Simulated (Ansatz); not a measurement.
# MgZn₁₇O₁₈ (cell with a defect): what the fields show

Input

```
crystal:
  lattice:
    - [-1.0e-10, -5.680065669, -5.2931776513]
    - [-4.9190811645, 2.8400328345, -5.2931776513]
    - [4.9190811645, 2.8400328344, -5.2931776513]
  atoms:
    - { symbol: Mg, position: [0.388688156, 0.0553548227, 0.0553548227] }
    - { symbol: Zn, position: [0.0553548227, 0.388688156, 0.0553548227] }
    - { symbol: Zn, position: [0.388688156, 0.7220214894, 0.388688156] }
    - { symbol: Zn, position: [0.388688156, 0.388688156, 0.7220214894] }
    - { symbol: Zn, position: [0.0553548227, 0.0553548227, 0.388688156] }
    - { symbol: Zn, position: [0.7220214894, 0.7220214894, 0.0553548227] }
    - { symbol: Zn, position: [0.7220214894, 0.388688156, 0.388688156] }
    - { symbol: Zn, position: [0.0553548227, 0.7220214894, 0.7220214894] }
    - { symbol: Zn, position: [0.7220214894, 0.0553548227, 0.7220214894] }
    - { symbol: Zn, position: [0.4442437116, 0.4442437116, 0.1109103782] }
    - { symbol: Zn, position: [0.1109103782, 0.7775770449, 0.1109103782] }
    - { symbol: Zn, position: [0.4442437116, 0.1109103782, 0.4442437116] }
    - { symbol: Zn, position: [0.4442437116, 0.7775770449, 0.7775770449] }
    - { symbol: Zn, position: [0.1109103782, 0.4442437116, 0.4442437116] }
    - { symbol: Zn, position: [0.7775770449, 0.1109103782, 0.1109103782] }
    - { symbol: Zn, position: [0.7775770449, 0.7775770449, 0.4442437116] }
    - { symbol: Zn, position: [0.1109103782, 0.1109103782, 0.7775770449] }
    - { symbol: Zn, position: [0.7775770449, 0.4442437116, 0.7775770449] }
    - { symbol: O, position: [0.2623196218, 0.9289862884, 0.9289862884] }
    - { symbol: O, position: [0.9289862884, 0.2623196218, 0.9289862884] }
    - { symbol: O, position: [0.2623196218, 0.5956529551, 0.2623196218] }
    - { symbol: O, position: [0.2623196218, 0.2623196218, 0.5956529551] }
    - { symbol: O, position: [0.9289862884, 0.9289862884, 0.2623196218] }
    - { symbol: O, position: [0.5956529551, 0.5956529551, 0.9289862884] }
    - { symbol: O, position: [0.5956529551, 0.2623196218, 0.2623196218] }
    - { symbol: O, position: [0.9289862884, 0.5956529551, 0.5956529551] }
    - { symbol: O, position: [0.5956529551, 0.9289862884, 0.5956529551] }
    - { symbol: O, position: [0.3178751773, 0.3178751773, 0.984541844] }
    - { symbol: O, position: [0.984541844, 0.6512085106, 0.984541844] }
    - { symbol: O, position: [0.3178751773, 0.984541844, 0.3178751773] }
    - { symbol: O, position: [0.3178751773, 0.6512085106, 0.6512085106] }
    - { symbol: O, position: [0.984541844, 0.3178751773, 0.3178751773] }
    - { symbol: O, position: [0.6512085106, 0.984541844, 0.984541844] }
    - { symbol: O, position: [0.6512085106, 0.6512085106, 0.3178751773] }
    - { symbol: O, position: [0.984541844, 0.984541844, 0.6512085106] }
    - { symbol: O, position: [0.6512085106, 0.3178751773, 0.6512085106] }
  host:
    lattice:
      - [3.279387443, 0.0, 0.0]
      - [-1.6396937215, 2.8400328345, 0.0]
      - [0.0, 0.0, 5.2931776513]
    atoms:
      - { symbol: Zn, position: [0.6666666667, 0.3333333333, 0.5006021986] }
      - { symbol: Zn, position: [0.3333333333, 0.6666666667, 0.0006021986] }
      - { symbol: O, position: [0.6666666667, 0.3333333333, 0.8797078014] }
      - { symbol: O, position: [0.3333333333, 0.6666666667, 0.3797078014] }
basis:
  ecutwfc: 420
  xc_grid: 2
kpoints:
  mp_grid: { grid: [2, 2, 2], shift: [0.5, 0.5, 0.5] }
hamiltonian:
  xc: pbe
scf:
  occupations: { method: gaussian, width: 0.02 }
output:
  forces: true
  stress: false
  eigenvalues: true
  charged_corrections: { defect_position: [0.38868816, 0.05535482, 0.05535482] }
  write_density: true
  write_potential: true
  elf: true
  volumetric_format: npy
relax:
  adjacent_minimum: "off"
  f_tol: 0.03
  max_steps: 40
```

Launched as:

```sh
ansatz run input.yaml --threads 8 --pin off --max-ram 16384MiB --backend cpu --events-out ev --progress --plain --runs-dir out
```

The fields are those of the relaxed geometry.

The calculation used DFT PBE, scalar-relativistic, plane waves, PAW (Ansatz).

In a PAW calculation such maps are meaningful between the atoms, not at the nuclei.

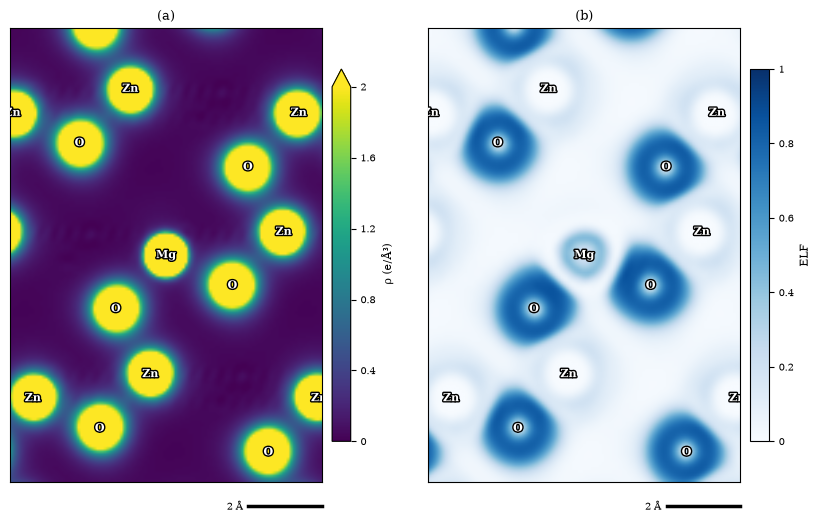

Figure 1. (a) valence electron density; (b) electron localisation function on the (101̄) plane of the calculation cell.

Describe what can be read from this map.

The section cuts through Mg, Zn and O sites. Mg–O (1.99 Å): ρ at the midpoint is about 0.44 e/Å³; the ELF peaks at about 0.85 in the valence shell of O, 0.6 Å from its nucleus, and is about 0.35 at the midpoint: an ionic contact with no shared pair. Zn–O (2.00 Å): the density is about 0.57 e/Å³ at the midpoint; the ELF peaks at about 0.85 in the valence shell of O, 0.6 Å from its nucleus, and is about 0.25 at the midpoint; no shared electron pair shows on this line. The density dies away to nearly zero in the voids.

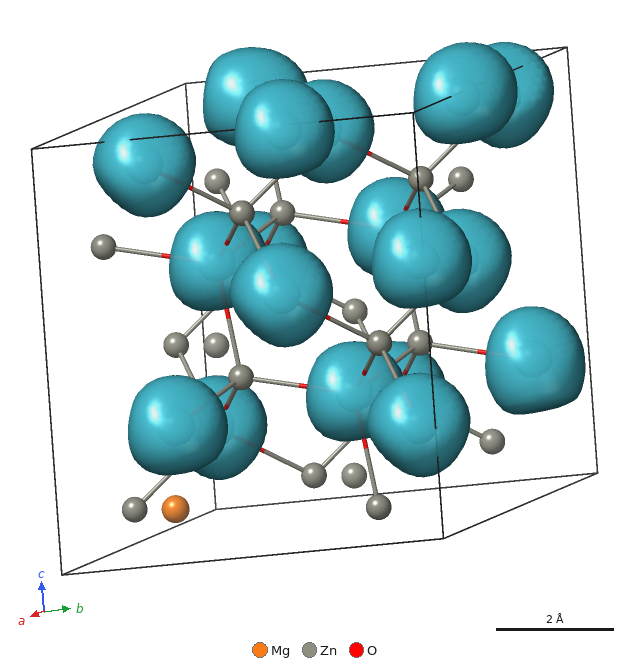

Figure 2. Isosurface of the ELF at 0.65 (cyan), seen slightly off an axis. Core shells and regions of very low density are left out. Sticks mark near contacts.

What do the ELF domains correspond to?

The ELF exceeds this value in 18 regions wrapped around O (the valence shell of each), counted in one cell of 36 atoms. Any copies at cell faces, edges or corners count once.

Metal or insulator at this level of theory?

It is gapped, with a Kohn–Sham gap of 2.1 eV on the k-point mesh (the band edges may lie off the mesh, which would make the gap smaller).
